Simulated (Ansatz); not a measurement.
**Cu$_{27}$O$_{14}$ (cell with a defect): density, localisation and related maps**

```
Cu O
1.0
     4.16631    4.16631    4.16631
     0.00000   -8.33262    4.16631
     4.16631    0.00000   -8.33262
Cu O
27 14
Direct
  0.53264 0.64053 0.71296
  0.82309 0.78434 0.43159
  0.10188 0.93242 0.14606
  0.68306 0.21017 0.56817
  0.96224 0.35837 0.28274
  0.25261 0.50210 0.00122
  0.52586 0.13898 0.20126
  0.67617 0.70822 0.06947
  0.94959 0.85139 0.78695
  0.25927 0.00393 0.51279
  0.83547 0.29128 0.92740
  0.10924 0.43455 0.64490
  0.39252 0.57113 0.35694
  0.31998 0.79679 0.92665
  0.46505 0.34612 0.78736
  0.74630 0.49315 0.49636
  0.03917 0.64957 0.21790
  0.61952 0.92842 0.63988
  0.89273 0.07136 0.35717
  0.16537 0.21397 0.07424
  0.72999 0.00235 0.99498
  0.89280 0.57148 0.85725
  0.17576 0.70945 0.56896
  0.46707 0.85973 0.28923
  0.05467 0.14038 0.71913
  0.31830 0.28287 0.42508
  0.60943 0.43305 0.14521
  0.48180 0.00829 0.98385
  0.63669 0.56324 0.85278
  0.92711 0.71062 0.57515
  0.21855 0.86610 0.29261
  0.80163 0.14392 0.71402
  0.06930 0.28803 0.42869
  0.35452 0.42475 0.14192
  0.14884 0.57965 0.86159
  0.30288 0.13466 0.73005
  0.56686 0.27663 0.42158
  0.85826 0.43219 0.13924
  0.43049 0.71750 0.57194
  0.71610 0.85471 0.28566
  0.98301 0.99861 0.00026
```

Spin-polarised.

All numbers below come from DFT LDA, scalar-relativistic, plane waves, PAW (Ansatz 0.2.0).

In a PAW calculation such maps are meaningful between the atoms, not at the nuclei.

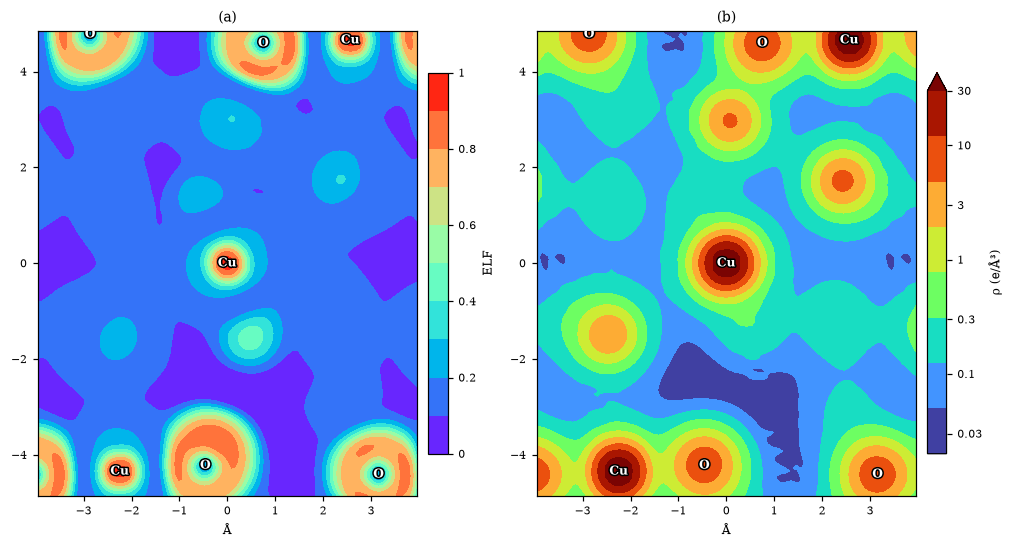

Figure 1. (a) ELF; (b) valence charge density (pseudo) on the (010) plane of the calculation cell.

Question: Interpret the plot.

Answer:
- Atoms in the plane: Cu and O.
- Atoms just off the plane (Cu, 0.5 Å away) can leave unmarked features too.
- Cu–O (1.78 Å): ρ is about 1 e/Å³ halfway; the ELF peaks at about 0.85 in the valence shell of O, 0.6 Å from its nucleus, and is about 0.30 at the midpoint (no shared electron pair shows on this line).
- Cu–O (1.82 Å): ρ is about 0.88 e/Å³ halfway; the ELF peaks at about 0.85 in the valence shell of O, 0.6 Å from its nucleus, and is about 0.25 at the midpoint (no localised pair shows between them).
- Between the atoms the lowest density in this plane is 0.007 e/Å³.
- The features right at Cu lie inside the PAW spheres, where the map follows smoothed inner orbitals and isn't to be read closely.

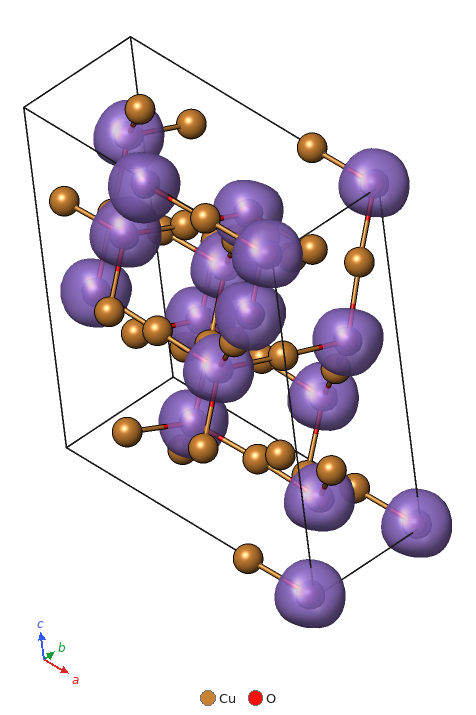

Figure 2. Isosurface of the ELF at 0.65 (purple), seen slightly off an axis. Only the valence region is drawn (cores and ρ < 0.01 e/Å³ removed). Sticks mark near contacts.

Question: Describe the localisation domains.

Answer: At this value the surface marks out 14 regions wrapped around O (the valence shell of each), counted in one cell of 41 atoms. Regions shared between cells count once.

Question: Does the calculation give a band gap?

Answer: It is gapless in this calculation (a metal or semimetal).
